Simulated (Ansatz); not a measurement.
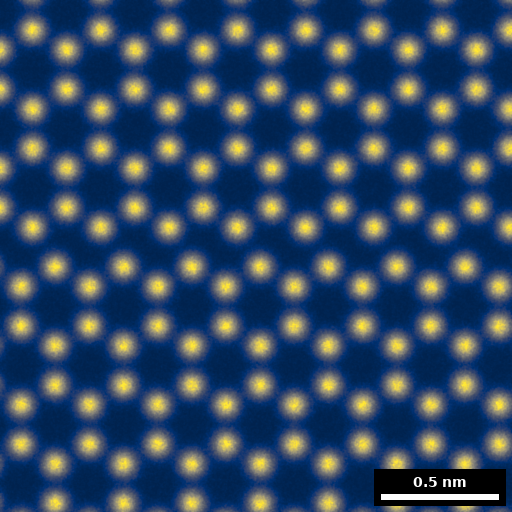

HAADF-like image of Ti (P6_3/mmc, No. 194) along [001]. The image is simulated as a sum over atoms of Z^1.7, blurred by a 0.83 Å probe (no channelling). Shot noise was added.

One planar defect was built into the perfect crystal by geometry alone, without relaxation. Host structure: the input geometry of an electronic-structure calculation (not necessarily at equilibrium); the starting structure was generated, so it need not be a known form of this composition.

> Where does the periodic pattern break, and how?

A planar fault (a stacking fault) runs horizontally about 11 Å below the top edge. The part above it is shifted along the boundary by 2/3 of the 2.94 Å repeat of the rows (2.0 Å to the right, the same as 1.0 Å to the left); both parts keep the same orientation.
